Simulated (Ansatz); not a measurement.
# InAs: geometry relaxation

System: InAs (F-43m, 2 atoms in the cell).
Method: DFT, PBE, plane waves, PAW, no spin polarisation (Ansatz 0.2.0).

The structure was built on a prototype by a generator.

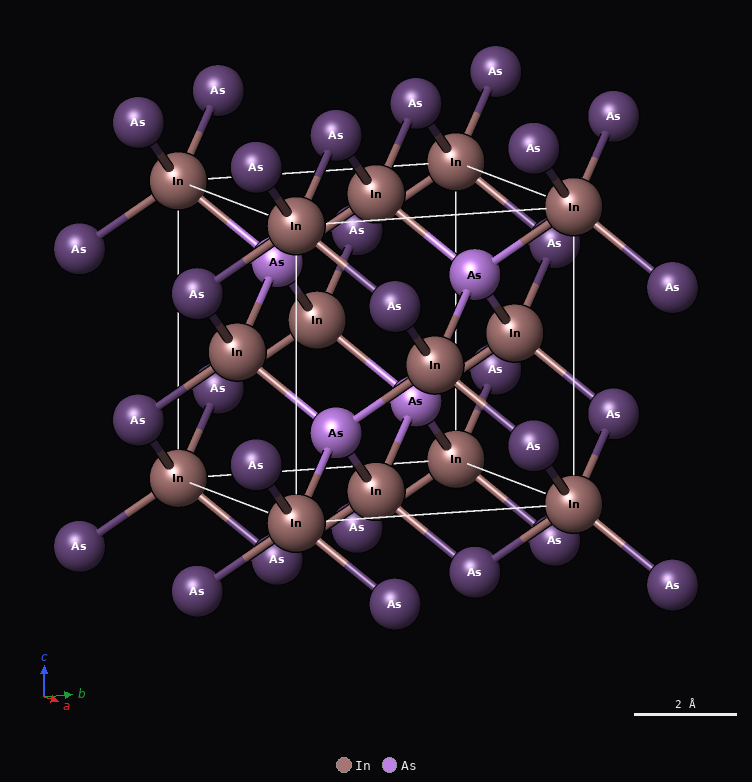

Figure 1. The input geometry (ball-and-stick view of the cell 4 times as large as that of the calculation, set on its symmetry axes, seen slightly off an axis; neighbours outside the cell are drawn fainter).

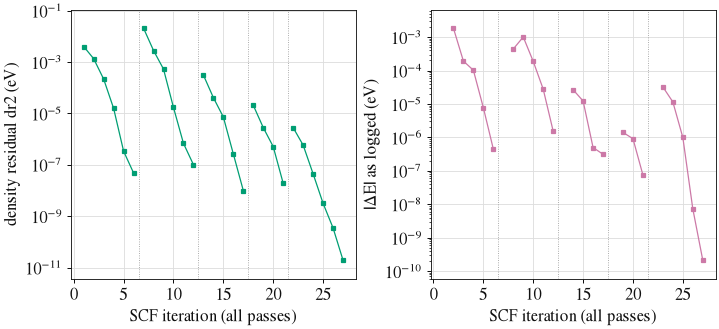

Figure 2. Convergence of the self-consistent field: density residual dr2 and size of the energy change against the SCF iteration. The dotted lines part the SCF passes of the relaxation: geometry steps, rejected trials and re-solves on a re-selected basis. The 5 passes take 4 to 6 iterations each, 27 in all.

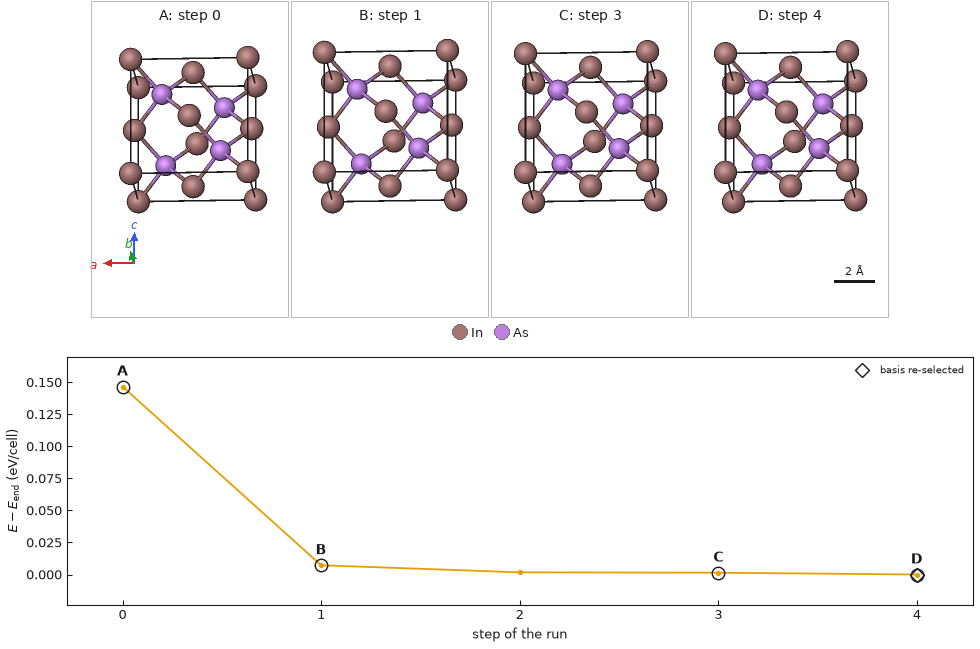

Figure 3. Frames of the relaxation (ball-and-stick view of the cell 4 times as large as that of the calculation, set on its symmetry axes, seen at an oblique angle) above the curves, on which the letters mark them (the first geometry is step 0 here and step 1 in the log).

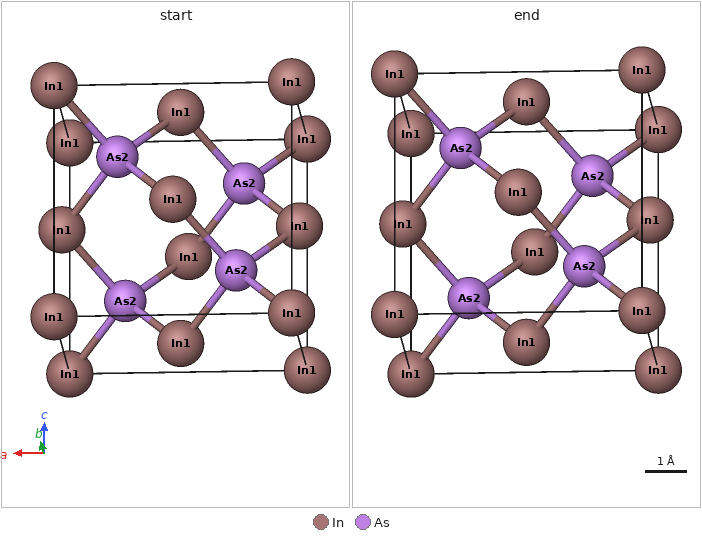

Figure 4. Before (left) and after (right) the relaxation, at one scale (ball-and-stick view of the cell 4 times as large as that of the calculation, set on its symmetry axes, seen at an oblique angle). The atoms keep their places relative to the cell (all moves are under 0.005 Å). The volume changes by +12.8 %, with a = b = c 5.944 → 6.189 Å (+4.1 %). Distances before and after: In1–As2 2.574 → 2.680 Å. The space group stays F-43m (No. 216). After 3 geometry steps the energy has fallen by 0.145 eV per cell of the calculation. All forces vanish by symmetry, so only the cell relaxes. The pressure goes from 7.73 to 0.01 GPa. A last SCF at the same geometry on a re-selected plane-wave basis shifts the energy by −1.4 meV per cell of the calculation. (Atoms are counted from 1 in the order of the input.)

These pictures come from the run below.

**Input**
```yaml
crystal:
  lattice:
    - [0.0, 2.9721991858, 2.9721991858]
    - [2.9721991858, 0.0, 2.9721991858]
    - [2.9721991858, 2.9721991858, 0.0]
  atoms:
    - { symbol: In, position: [0.0, 0.0, 0.0] }
    - { symbol: As, position: [0.25, 0.25, 0.25] }
kpoints:
  mp_grid: { grid: [6, 6, 6] }
hamiltonian:
  xc: pbe
scf:
  occupations: { method: fermi_dirac, width: 0.02 }
relax:
  f_tol: 0.005
  cell: {}
```

Command:
```bash
ansatz run input.yaml --threads 2 --pin off --max-ram 2211MiB --backend cpu --events-out ev --progress --plain --runs-dir out
```

**The program's output**
```
Engine: ansatz 0.2.0, aarch64-unknown-linux-gnu
Pseudopotentials: kind: paw
Pseudopotential: In, paw, valence charge 13, recommended cutoff 420 eV (normal), In.paw.azcp
Pseudopotential: As, paw, valence charge 15, recommended cutoff 420 eV (normal), As.paw.azcp
Functional definition: PBE
  parameter kappa = 0.804
  parameter beta = 0.06672455060314922
  exchange = pbe_x(kappa = kappa, mu = beta*pi^2/3)
  correlation = pbe_c(beta = beta)
Crystal: 2 atoms, lattice volume = 52.513 Å³
Basis set: ecut = 420 eV, 965 PW (Γ), exchange–correlation on 60×60×60 points (8 copies of the dense FFT grid, shifted against one another)
Bands: 18, of which v1, the nominal top of the filled ones, is band 14 counted from 1 (13 counted from 0)
Symmetry: 24 space group operations
Space group: F-43m (ITA 216), of the structure as read, at distance tolerance 3.7e-5 Å
k-points: 16 of 216 (time reversal used)
Non-local potential: In, projectors of the file, l = 0: 2, l = 1: 2, l = 2: 2, l = 3: 2
Non-local potential: As, projectors of the file, l = 0: 2, l = 1: 2, l = 2: 3, l = 3: 1
PAW form: soft (Blöchl's): semilocal exchange-correlation on the pseudo side does not see the compensation charge
PAW one-centre angular grid: In, 590 points (default); XC on 64 Gauss nodes
PAW one-centre angular grid: As, 590 points (default); XC on 64 Gauss nodes
Initial density: superposition of atomic densities (neutral atoms: chi_scale 0, normalization atom), corrected by the library's trained network
Initial wavefunctions: pseudopotential atomic-orbital guess
Functional: x = pbe(κ = 0.804, μ = 0.2195149727645171), c = pbe(β = 0.06672455060314922)
SCF iter   1: F=—  HF=-10454.307512 eV  |F-HF|=—  |Δ(HF+E_count)|=         —  Δρ=1.95e-3  dr2=4.01e-3  ethr=1.77e-3  ⟨swp⟩=6.0  Hψ=1407  notcnv=0
preconditioner: auto → Kerker (q_TF=auto, 2.457 Å⁻¹)  [metal: Δε(μ)=0.045 eV  Ē_g=14.987 eV  σ=0.020 eV  W_gap=0.47  n_scr=14 (ndim 8)  ℏωp=21.7 eV  f_vac=0.090  D(μ)=0.27/eV (n_scr^D=0)]
SCF iter   2: F=—  HF=-10454.305676 eV  |F-HF|=—  |Δ(HF+E_count)|=   1.84e-3  Δρ=1.12e-3  dr2=1.34e-3  ethr=1.43e-5  ⟨swp⟩=2.1  Hψ=615  notcnv=0
preconditioner: auto → none  [insulator: Δε(μ)=0.055 eV  Ē_g=14.973 eV  σ=0.020 eV  W_gap=0.55  n_scr=14 (ndim 8)  ℏωp=21.7 eV  f_vac=0.089  D(μ)=0.24/eV (n_scr^D=0)  ε∞_Penn≈3.1]
SCF iter   3: F=—  HF=-10454.305484 eV  |F-HF|=—  |Δ(HF+E_count)|=   1.92e-4  Δρ=7.58e-4  dr2=2.16e-4  ethr=4.79e-6  ⟨swp⟩=2.0  Hψ=496  notcnv=0
SCF iter   4: F=—  HF=-10454.305381 eV  |F-HF|=—  |Δ(HF+E_count)|=   1.02e-4  Δρ=1.84e-4  dr2=1.56e-5  ethr=7.70e-7  ⟨swp⟩=2.0  Hψ=488  notcnv=0
SCF iter   5: F=—  HF=-10454.305389 eV  |F-HF|=—  |Δ(HF+E_count)|=   7.73e-6  Δρ=2.34e-5  dr2=3.37e-7  ethr=5.58e-8  ⟨swp⟩=2.1  Hψ=433  notcnv=0
SCF iter   6: F=-10454.305390 eV  HF=-10454.305390 eV  |F-HF|=6.93e-8  |Δ(HF+E_count)|=   4.47e-7  Δρ=1.18e-5  dr2=4.78e-8  ethr=3.57e-10  ⟨swp⟩=5.0  Hψ=1057  notcnv=0
SCF 1 converged in 6 iterations: F = -10454.305390 eV  dr2 = 4.78e-8
  greatest PAW one-centre occupation: 0.999 electrons in one spin orbital (limit 2), on the As atom at site 1 (counted from 0), in its partial waves of l = 2
relax step   1: F+E_penalty+E_count = -10454.30538956 eV  Δ(F+E_penalty+E_count) = +0.000e0 eV  max|allowed force component| = 1.145e-16 eV/Å  Δτ_max = 0.0000 Å  P = +7.726 GPa  Ω = 52.513 Å³  (6 SCF iters, dr2 threshold 1.00e-7 eV, accepted)
Crystal: 2 atoms, lattice volume = 60.771 Å³
Basis set: ecut = 420 eV, 1243 PW (Γ), exchange–correlation on 60×60×60 points (8 copies of the dense FFT grid, shifted against one another)
Initial density: handed on by an earlier stage of this run
Initial wavefunctions: those handed on with the density
iter 1 solved again at ethr=7.36e-5 eV; its pass at ethr=3.10e-3 eV (dr2=2.06e-2 eV) is discarded
SCF iter   1: F=—  HF=-10454.444017 eV  |F-HF|=—  |Δ(HF+E_count)|=         —  Δρ=4.76e-3  dr2=2.06e-2  ethr=7.36e-5  ⟨swp⟩=1.2  Hψ=2150  notcnv=0
preconditioner: auto → none  [insulator: Δε(μ)=0.728 eV  Ē_g=14.344 eV  σ=0.020 eV  W_gap=0.67  n_scr=14 (ndim 8)  ℏωp=20.2 eV  f_vac=0.152  D(μ)=0.31/eV (n_scr^D=0)  ε∞_Penn≈3.0]
SCF iter   2: F=—  HF=-10454.443576 eV  |F-HF|=—  |Δ(HF+E_count)|=   4.41e-4  Δρ=2.19e-3  dr2=2.80e-3  ethr=7.35e-5  ⟨swp⟩=2.1  Hψ=414  notcnv=0
SCF iter   3: F=—  HF=-10454.444588 eV  |F-HF|=—  |Δ(HF+E_count)|=   1.01e-3  Δρ=8.02e-4  dr2=5.30e-4  ethr=1.00e-5  ⟨swp⟩=2.0  Hψ=576  notcnv=0
SCF iter   4: F=—  HF=-10454.444775 eV  |F-HF|=—  |Δ(HF+E_count)|=   1.88e-4  Δρ=1.89e-4  dr2=1.70e-5  ethr=1.89e-6  ⟨swp⟩=2.0  Hψ=562  notcnv=0
SCF iter   5: F=—  HF=-10454.444803 eV  |F-HF|=—  |Δ(HF+E_count)|=   2.78e-5  Δρ=3.80e-5  dr2=6.83e-7  ethr=6.07e-8  ⟨swp⟩=2.1  Hψ=358  notcnv=0
SCF iter   6: F=-10454.444805 eV  HF=-10454.444805 eV  |F-HF|=4.67e-8  |Δ(HF+E_count)|=   1.54e-6  Δρ=1.30e-5  dr2=1.01e-7  ethr=7.14e-10  ⟨swp⟩=4.9  Hψ=1084  notcnv=0
SCF 2 converged in 6 iterations: F = -10454.444805 eV  dr2 = 1.01e-7
relax step   2: F+E_penalty+E_count = -10454.44480450 eV  Δ(F+E_penalty+E_count) = -1.394e-1 eV  max|allowed force component| = 2.935e-17 eV/Å  Δτ_max = 0.0000 Å  P = -1.146 GPa  Ω = 60.771 Å³  energy of the carried Pulay correction = -1.827e-3 eV  (6 SCF iters, dr2 threshold 2.00e-7 eV, accepted)
Crystal: 2 atoms, lattice volume = 59.562 Å³
Basis set: ecut = 420 eV, 1211 PW (Γ), exchange–correlation on 60×60×60 points (8 copies of the dense FFT grid, shifted against one another)
iter 1 solved again at ethr=1.17e-6 eV; its pass at ethr=3.10e-3 eV (dr2=3.27e-4 eV) is discarded
SCF iter   1: F=—  HF=-10454.450345 eV  |F-HF|=—  |Δ(HF+E_count)|=         —  Δρ=6.11e-4  dr2=3.10e-4  ethr=1.17e-6  ⟨swp⟩=3.1  Hψ=2030  notcnv=0
preconditioner: auto → none  [insulator: Δε(μ)=0.803 eV  Ē_g=14.415 eV  σ=0.020 eV  W_gap=0.67  n_scr=14 (ndim 8)  ℏωp=20.4 eV  f_vac=0.114  D(μ)=0.31/eV (n_scr^D=0)  ε∞_Penn≈3.0]
SCF iter   2: F=—  HF=-10454.450318 eV  |F-HF|=—  |Δ(HF+E_count)|=   2.66e-5  Δρ=2.74e-4  dr2=4.10e-5  ethr=1.11e-6  ⟨swp⟩=2.0  Hψ=347  notcnv=0
SCF iter   3: F=—  HF=-10454.450330 eV  |F-HF|=—  |Δ(HF+E_count)|=   1.23e-5  Δρ=9.24e-5  dr2=7.22e-6  ethr=1.46e-7  ⟨swp⟩=2.0  Hψ=513  notcnv=0
SCF iter   4: F=—  HF=-10454.450331 eV  |F-HF|=—  |Δ(HF+E_count)|=   4.98e-7  Δρ=2.51e-5  dr2=2.64e-7  ethr=2.58e-8  ⟨swp⟩=2.0  Hψ=513  notcnv=0
SCF iter   5: F=-10454.450331 eV  HF=-10454.450331 eV  |F-HF|=1.21e-8  |Δ(HF+E_count)|=   3.13e-7  Δρ=4.65e-6  dr2=9.93e-9  ethr=7.14e-10  ⟨swp⟩=4.2  Hψ=990  notcnv=0
SCF 3 converged in 5 iterations: F = -10454.450331 eV  dr2 = 9.93e-9
relax step   3: F+E_penalty+E_count = -10454.45033114 eV  Δ(F+E_penalty+E_count) = -5.527e-3 eV  max|allowed force component| = 7.228e-17 eV/Å  Δτ_max = 0.0000 Å  P = -0.236 GPa  Ω = 59.562 Å³  energy of the carried Pulay correction = -1.576e-3 eV  (5 SCF iters, dr2 threshold 2.00e-7 eV, accepted)
Crystal: 2 atoms, lattice volume = 59.257 Å³
Basis set: ecut = 420 eV, 1139 PW (Γ), exchange–correlation on 60×60×60 points (8 copies of the dense FFT grid, shifted against one another)
iter 1 solved again at ethr=8.59e-8 eV; its pass at ethr=3.10e-3 eV (dr2=2.40e-5 eV) is discarded
SCF iter   1: F=—  HF=-10454.450611 eV  |F-HF|=—  |Δ(HF+E_count)|=         —  Δρ=1.57e-4  dr2=2.07e-5  ethr=8.59e-8  ⟨swp⟩=3.7  Hψ=1937  notcnv=0
preconditioner: auto → none  [insulator: Δε(μ)=0.810 eV  Ē_g=14.436 eV  σ=0.020 eV  W_gap=0.67  n_scr=14 (ndim 8)  ℏωp=20.5 eV  f_vac=0.115  D(μ)=0.31/eV (n_scr^D=0)  ε∞_Penn≈3.0]
SCF iter   2: F=—  HF=-10454.450609 eV  |F-HF|=—  |Δ(HF+E_count)|=   1.41e-6  Δρ=7.12e-5  dr2=2.80e-6  ethr=7.41e-8  ⟨swp⟩=2.0  Hψ=348  notcnv=0
SCF iter   3: F=—  HF=-10454.450610 eV  |F-HF|=—  |Δ(HF+E_count)|=   9.16e-7  Δρ=2.44e-5  dr2=5.08e-7  ethr=1.00e-8  ⟨swp⟩=2.0  Hψ=513  notcnv=0
SCF iter   4: F=-10454.450611 eV  HF=-10454.450610 eV  |F-HF|=2.21e-8  |Δ(HF+E_count)|=   7.48e-8  Δρ=6.65e-6  dr2=1.90e-8  ethr=4.96e-10  ⟨swp⟩=4.9  Hψ=1078  notcnv=0
SCF 4 converged in 4 iterations: F = -10454.450611 eV  dr2 = 1.90e-8
relax step   4: F+E_penalty+E_count = -10454.45061051 eV  Δ(F+E_penalty+E_count) = -2.794e-4 eV  max|allowed force component| = 1.793e-17 eV/Å  Δτ_max = 0.0000 Å  P = +0.011 GPa  Ω = 59.257 Å³  energy of the carried Pulay correction = -1.512e-3 eV  (4 SCF iters, dr2 threshold 1.39e-7 eV, accepted)
Initial wavefunctions: pseudopotential atomic-orbital guess (no wavefunctions were taken with the density)
iter 1 solved again at ethr=3.00e-7 eV; its pass at ethr=3.10e-3 eV (dr2=8.41e-5 eV) is discarded
SCF iter   1: F=—  HF=-10454.451986 eV  |F-HF|=—  |Δ(HF+E_count)|=         —  Δρ=1.66e-4  dr2=2.78e-6  ethr=3.00e-7  ⟨swp⟩=3.0  Hψ=2054  notcnv=0
preconditioner: auto → none  [insulator: Δε(μ)=0.809 eV  Ē_g=14.436 eV  σ=0.020 eV  W_gap=0.67  n_scr=14 (ndim 8)  ℏωp=20.5 eV  f_vac=0.117  D(μ)=0.31/eV (n_scr^D=0)  ε∞_Penn≈3.0]
SCF iter   2: F=—  HF=-10454.452018 eV  |F-HF|=—  |Δ(HF+E_count)|=   3.23e-5  Δρ=7.51e-5  dr2=5.82e-7  ethr=9.92e-9  ⟨swp⟩=2.0  Hψ=480  notcnv=0
SCF iter   3: F=—  HF=-10454.452030 eV  |F-HF|=—  |Δ(HF+E_count)|=   1.15e-5  Δρ=2.18e-5  dr2=4.44e-8  ethr=2.08e-9  ⟨swp⟩=2.0  Hψ=353  notcnv=0
SCF iter   4: F=—  HF=-10454.452031 eV  |F-HF|=—  |Δ(HF+E_count)|=   9.96e-7  Δρ=3.07e-6  dr2=3.15e-9  ethr=1.59e-10  ⟨swp⟩=2.0  Hψ=433  notcnv=0
SCF iter   5: F=—  HF=-10454.452031 eV  |F-HF|=—  |Δ(HF+E_count)|=   7.31e-9  Δρ=8.31e-7  dr2=3.47e-10  ethr=1.13e-11  ⟨swp⟩=2.0  Hψ=513  notcnv=0
SCF iter   6: F=-10454.452031 eV  HF=-10454.452031 eV  |F-HF|=1.82e-11  |Δ(HF+E_count)|=  2.13e-10  Δρ=2.51e-7  dr2=1.93e-11  ethr=1.00e-12  ⟨swp⟩=4.0  Hψ=1378  notcnv=0
SCF 5 converged in 6 iterations: F = -10454.452031 eV  dr2 = 1.93e-11
relax step   5: F+E_penalty+E_count = -10454.45203077 eV  Δ(F+E_penalty+E_count) = -1.420e-3 eV  max|allowed force component| = 2.689e-17 eV/Å  Δτ_max = 0.0000 Å  P = +0.009 GPa  Ω = 59.257 Å³  stress off target by 8.72e-3 GPa  SCF on the basis re-selected at this cell (its energy is not comparable with the rows above)  (6 SCF iters)
basis re-selected at this cell: Δ(F+E_penalty+E_count) = -1.420e-3 eV, ΔP = -0.003 GPa vs the last step (what re-selecting the basis moved, of the pressure what is left beyond the Pulay correction that the steps carried, after the strain that the cell walked since its last selection, with what the two solves' SCF thresholds leave and, on support functions, any second-order correction that the steps lacked; it is no measure of the basis error at this ecutwfc). This SCF's stress stands 8.72e-3 GPa from its target on what of the cell is left free (relax.cell.stress_tol is 5.00e-2 GPa) and its largest allowed force component is 2.69e-17 eV/Å (relax.f_tol is 5.00e-3 eV/Å): within both
SCF converged after 6 iterations
Free energy (F): -10454.452031 eV
Harris-Foulkes:  -10454.452031 eV  (|F-HF|=1.82e-11)
Internal energy: -10454.451677 eV  (E = F + TS)
E sigma→0 (E₀):  -10454.451854 eV
Entropy (-TS):   -0.000354 eV (-0.177 meV/atom)
Fermi energy:    6.972562 eV
--- Per-component energies (eV) ---
  E_band       = -333.110363
  E_kinetic    = 345.322847
  E_local      = -3367.780301  (includes V_loc(G=0)·N_el)
  E_nonlocal   = -303.366416
  E_hartree    = 1621.299970
  E_xc         = -293.853075
  E_vxc        = -177.685386  (∫ρ·V_xc dr)
  E_paw        = -5990.643910  (= ΣΔE_a)
  E_vpaw       = -72.200996  (= ΣTr[D̂ρ^β])
  E_aug_tail   = 0.000034  (compensation charges beyond the density's cutoff)
  E_ewald      = -2465.430827
  E_smearing   = -0.000354  (= −TS)
  E_closure    = 0.000000  (closes the sum)
  Σ components = -10454.452031   (vs F -10454.452031, Δ=0.00e0)
--- Forces (eV/Å), atoms counted from 1 ---
  atom   1  In     0.00000000     0.00000000    -0.00000000
  atom   2  As    -0.00000000    -0.00000000    -0.00000000
  max |Σ_I F_I| component: 5.72e-17 eV/Å
--- Stress (GPa, compression-positive) ---
        0.008718      -0.000000      -0.000000
       -0.000000       0.008718       0.000000
       -0.000000       0.000000       0.008718
  P = ⅓ Tr σ = 0.0087 GPa (0.087 kbar)
--- Relaxed structure (4 steps of the walk, 4 accepted, 1 SCFs on fresh bases) ---
  F+E_penalty+E_count = -10454.45203077 eV   max|allowed force component| = 2.689e-17 eV/Å   (the final SCF, on the basis selected at the relaxed cell)
  cell:  # Å, volume = 59.2566 Å³
    - [-4.522142679194837e-33, 3.09434706512027, 3.09434706512027]
    - [3.09434706512027, 1.1018742021136714e-32, 3.09434706512027]
    - [3.09434706512027, 3.09434706512027, 1.1158864752041344e-32]
  atoms:
    - { symbol: In, position: [-1.9871431198167865e-33, 2.6999227171423727e-33, 1.9655437380796474e-33] }
    - { symbol: As, position: [0.25, 0.25, 0.25] }
```

**Trajectory as extended XYZ (Å, eV, eV/Å), 5 frames, from step=1 to step=5**
```
2
Lattice="0.0000 2.9722 2.9722 2.9722 0.0000 2.9722 2.9722 2.9722 0.0000" Properties=species:S:1:pos:R:3:forces:R:3 step=1 energy=-10454.30539 pressure_GPa=7.73
In    0.0000    0.0000    0.0000    0.0000   0.0000   0.0000
As    1.4861    1.4861    1.4861    0.0000   0.0000   0.0000
2
Lattice="0.0000 3.1205 3.1205 3.1205 0.0000 3.1205 3.1205 3.1205 0.0000" Properties=species:S:1:pos:R:3:forces:R:3 step=2 energy=-10454.44480 pressure_GPa=-1.15
In    0.0000    0.0000    0.0000    0.0000   0.0000   0.0000
As    1.5602    1.5602    1.5602    0.0000   0.0000   0.0000
2
Lattice="0.0000 3.0997 3.0997 3.0997 0.0000 3.0997 3.0997 3.0997 0.0000" Properties=species:S:1:pos:R:3:forces:R:3 step=3 energy=-10454.45033 pressure_GPa=-0.24
In    0.0000    0.0000    0.0000    0.0000   0.0000   0.0000
As    1.5498    1.5498    1.5498    0.0000   0.0000   0.0000
2
Lattice="0.0000 3.0943 3.0943 3.0943 0.0000 3.0943 3.0943 3.0943 0.0000" Properties=species:S:1:pos:R:3:forces:R:3 step=4 energy=-10454.45061 pressure_GPa=0.01
In    0.0000    0.0000    0.0000    0.0000   0.0000   0.0000
As    1.5472    1.5472    1.5472    0.0000   0.0000   0.0000
2
Lattice="0.0000 3.0943 3.0943 3.0943 0.0000 3.0943 3.0943 3.0943 0.0000" Properties=species:S:1:pos:R:3:forces:R:3 step=5 energy=-10454.45203 pressure_GPa=0.01
In    0.0000    0.0000    0.0000    0.0000   0.0000   0.0000
As    1.5472    1.5472    1.5472    0.0000   0.0000   0.0000
```

**Results in brief**

```json
{"quantity": "outcome", "value": "converged"}
{"quantity": "space group (tolerance 0.01 Å)", "value": "F-43m (216)"}
{"quantity": "electrons treated", "value": "28"}
{"quantity": "free energy", "value": "−10454.4520 eV"}
{"quantity": "Fermi energy", "value": "6.973 eV"}
{"quantity": "pressure", "value": "0.01 GPa"}
{"quantity": "final volume", "value": "59.26 Å³"}
{"quantity": "largest force (length of the vector) at the end", "value": "under 0.001 eV/Å"}
{"quantity": "final cell", "value": "a = 4.376 Å, b = 4.376 Å, c = 4.376 Å, α = 60.00°, β = 60.00°, γ = 60.00°"}
{"quantity": "hardware", "value": "2 threads of an Arm (aarch64) CPU, shared host"}
{"quantity": "wall time", "value": "6.9 s (CPU time 12 s)"}
{"quantity": "peak memory", "value": "0.39 GiB"}
```
